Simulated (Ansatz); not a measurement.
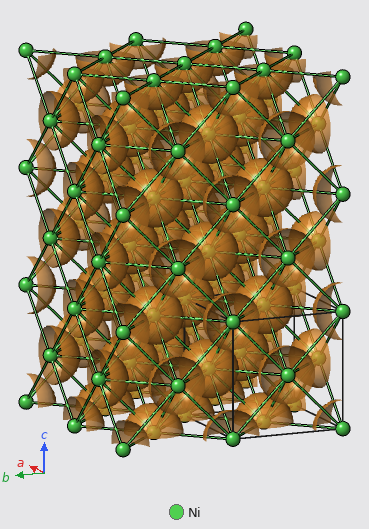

Ni. Isosurface of the valence charge density (pseudo) at 0.8 e/Å³ (orange), seen at an oblique angle. Sticks mark near contacts.

Space group Fm-3m; spin-polarised.

The calculation used DFT PBE+D3(BJ), scalar-relativistic, plane waves, PAW in Ansatz.

Core electrons are frozen (PAW), and the valence fields are smoothed inside the atomic spheres.

```
CELL_PARAMETERS angstrom
3.47819 0.00000 0.00000
0.00000 3.47819 0.00000
0.00000 0.00000 3.47819
ATOMIC_POSITIONS crystal
Ni 0.00000 0.00000 0.00000
Ni 0.50000 0.50000 0.00000
Ni 0.50000 0.00000 0.50000
Ni 0.00000 0.50000 0.50000
```

What does this surface tell about the bonding?

Answer. At this value the density breaks into separate islands; it holds about 85 % of the electrons treated as valence (semicore included). It bridges none of the near contacts. It is pinched off along the sampled Ni–Ni (2.46 Å) contacts. On the grid the lowest density along these lines, outside the cores, is 0.34 e/Å³ (Ni–Ni, 2.46 Å).
